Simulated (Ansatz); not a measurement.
# Calculations on Bi$_{2}$Te$_{3}$ and related structures

### Relaxation

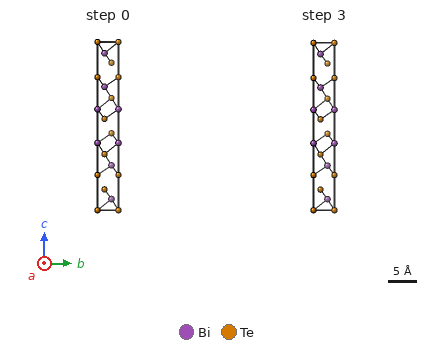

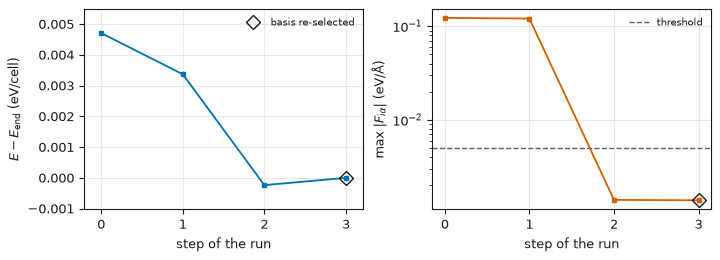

First and last geometry of a relaxation of solid Bi₂Te₃ (set up in R-3m), with the history of the run. The picture is a ball-and-stick view of the conventional cell (3 times the calculation's cell), seen along the a axis. Lengths and directions refer to the drawn axes.

All numbers below come from DFT PBEsol, scalar-relativistic, plane waves, PAW (Ansatz).

Input
```yaml
crystal:
  lattice:
    - [2.1930005584, 1.2661294627, 10.16567]
    - [-2.1930005584, 1.2661294627, 10.16567]
    - [0.0, -2.5322589254, 10.16567]
  atoms:
    - { symbol: Bi, position: [0.4, 0.4, 0.4] }
    - { symbol: Bi, position: [0.6, 0.6, 0.6] }
    - { symbol: Te, position: [0.0, 0.0, 0.0] }
    - { symbol: Te, position: [0.2095, 0.2095, 0.2095] }
    - { symbol: Te, position: [0.7905, 0.7905, 0.7905] }
basis:
  ecutwfc: 420
kpoints:
  mp_grid: { grid: [12, 12, 12] }
hamiltonian:
  xc: pbesol
scf:
  occupations: { method: gaussian, width: 0.01 }
output:
  forces: true
  stress: true
  eigenvalues: true
  write_density: true
  write_potential: true
  elf: true
  volumetric_format: npy
relax:
  adjacent_minimum: "off"
  f_tol: 0.005
  max_steps: 80
  cell: { stress_tol: 0.05 }
```

Launched with:
```bash
ansatz run input.yaml --threads 2 --pin off --max-ram 5120MiB --backend cpu --events-out ev --progress --plain --runs-dir out
```

Q: Did the run converge, and what did it change?

A: It converged. After 2 accepted moves (3 points after the start) the energy has fallen by 4.7 meV per cell of the calculation. The largest force component goes from 0.12 to 0.0014 eV/Å. Pressure: −0.60 GPa at the start and −0.01 GPa at the end. The SCF was repeated once at an unchanged geometry on a basis and grid sized afresh for the cell, which shifted the energy by 0.2 meV per cell of the calculation at most. The largest moves relative to the cell, 0.015 Å, are those of Te4 and Te5. Te5 goes along −c. Largest moves by element: Te 0.015 Å, Bi 0.005 Å. Cell: a = b 4.386 → 4.381 Å (−0.1 %), c 30.497 → 30.323 Å (−0.6 %). Volume −0.8 %. Some distances before and after: Bi1–Te5 3.074 → 3.061 Å, Bi1–Te3 3.247 → 3.235 Å. The space group stays R-3m (No. 166). Cost: 4.2 min on 2 threads of Arm Neoverse V1 (shared host), peak memory 1.2 GiB.

### Relaxation

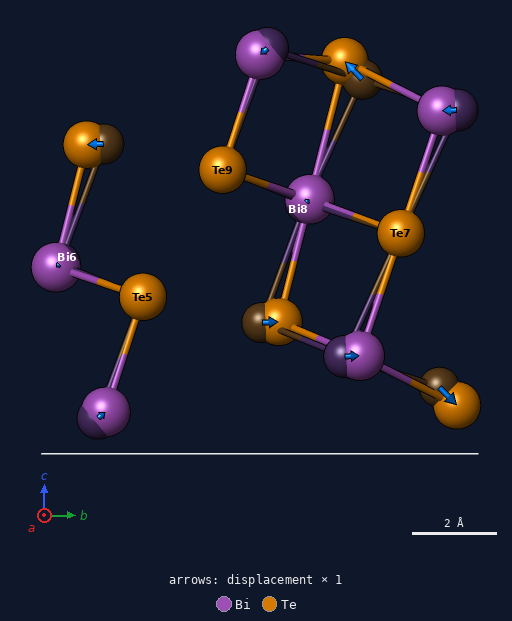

A relaxation of a slab of composition Bi$_{6}$Te$_{7}$ (cut from the R-3m phase). The starting structure is drawn faded, the final one solid; blue arrows show the displacements, at their true length.

The picture is a ball-and-stick view of the cell of the calculation, outlined in the plane, without the vacuum, seen along the a axis.

Case: (0 1 2) slab, atoms relaxed. The slab is the (0 1 2) face of Bi2Te3.

These are results of Ansatz 0.2.0, DFT PBEsol, scalar-relativistic, plane waves, PAW, not measurements.

Input file:
```yaml
crystal:
  lattice:
    - [4.3808388136, 0.0, 0.0]
    - [0.0, 10.4194134089, 0.0]
    - [0.0, 0.0, 23.8356327652]
  atoms:
    - { symbol: Bi, position: [0.0, 0.1287949077, 0.3146549569] }
    - { symbol: Te, position: [0.5, 0.9116110422, 0.3455908208] }
    - { symbol: Bi, position: [0.0, 0.6944271766, 0.3765266848] }
    - { symbol: Te, position: [0.5, 0.5045056123, 0.4104446376] }
    - { symbol: Te, position: [0.0, 0.2303275142, 0.4351461832] }
    - { symbol: Bi, position: [0.5, 0.0404059499, 0.469064136] }
    - { symbol: Te, position: [0.0, 0.8232220843, 0.5] }
    - { symbol: Bi, position: [0.5, 0.6060382188, 0.530935864] }
    - { symbol: Te, position: [0.0, 0.4161166544, 0.5648538168] }
    - { symbol: Te, position: [0.5, 0.1419385564, 0.5895553624] }
    - { symbol: Bi, position: [0.0, 0.952016992, 0.6234733152] }
    - { symbol: Te, position: [0.5, 0.7348331265, 0.6544091792] }
    - { symbol: Bi, position: [0.0, 0.517649261, 0.6853450431] }
basis:
  ecutwfc: 420
kpoints:
  mp_grid: { grid: [8, 4, 1] }
hamiltonian:
  xc: pbesol
scf:
  occupations: { method: gaussian, width: 0.05 }
output:
  forces: true
  eigenvalues: true
  write_density: true
  write_potential: true
  elf: true
  volumetric_format: npy
relax:
  adjacent_minimum: "off"
  f_tol: 0.02
  max_steps: 60
efield:
  axis: 3
  dipole_correction: true
  ramp_width: 0.04
```

Command:
```bash
ansatz run input.yaml --threads 2 --pin off --max-ram 5120MiB --backend cpu --events-out ev --progress --plain --runs-dir out
```

Which element moves most?

Tellurium: up to 0.60 Å, against 0.36 Å for bismuth.

What happened in the run?

Over 7 accepted moves (8 points after the start) the energy falls by 0.539 eV per cell of the calculation. Largest force component: 1.1 eV/Å at the start, 0.015 eV/Å at the end. The line search rejected the trial step at point 6 of the run. The largest moves, 0.60 Å, are those of Te2 and Te12. Te2 goes at 44° to the normal (−c side). By element the largest moves are Te 0.60 Å, Bi 0.36 Å. The lattice vectors keep their values. Some distances before and after: Bi1–Te2 3.235 → 2.984 Å, Bi11–Te12 3.235 → 3.407 Å, Bi1–Te5 3.061 → 2.892 Å, Bi3–Te7 3.235 → 3.087 Å. Among the angles between lasting bonds that change: Bi11–Te12–Bi13 180.0° → 162.2°, Bi8–Te12–Bi11 94.8° → 80.2°, Te7–Bi11–Te12 85.2° → 96.5°. Cost: 24 min on 2 threads of Arm Neoverse V1 (shared host), peak memory 2.6 GiB.

### A change

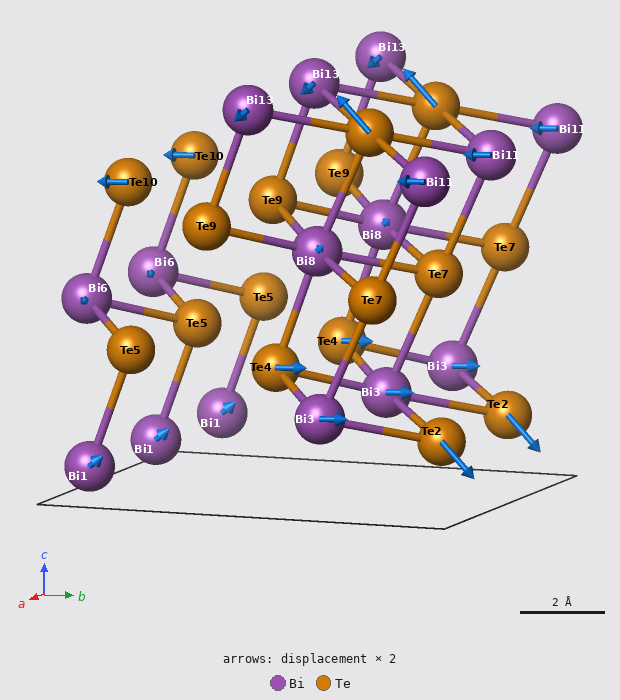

A (0 1 2) slab of Bi2Te3 as cut from the relaxed bulk. The blue arrows show how the atoms are displaced, magnified 2 times. A ball-and-stick model of the 2 × 1 repeat of the cell, outlined in the plane, without the vacuum, seen slightly off an axis.

These are results of DFT PBEsol, scalar-relativistic, plane waves, PAW in Ansatz, not measurements. Settings: plane-wave cutoff 420 eV; occupations gaussian; no spin polarisation. The k-mesh is chosen for each cell (12×12×12, 8×4×1). Smearing widths differ between the runs.

**What was done to the structure, and with what result?**

The atoms of the slab are relaxed at the bulk's in-plane cell. The slab isn't stoichiometric; relaxing it gains 0.095 J/m². The top spacing, between the Bi and Te planes, goes from 0.74 to 0.16 Å (−78.7 %), the bottom one (Bi to Te) from 0.74 to 0.16 Å (−78.7 %). The cell stays as it was. The largest moves relative to the layer's centre, 0.60 Å, are those of Te atoms. By element the largest moves are Te 0.60 Å, Bi 0.36 Å. Some distances before and after: Bi–Te 3.235 → 2.984 to 3.407 Å, Bi–Te 3.061 → 2.892 to 3.101 Å.
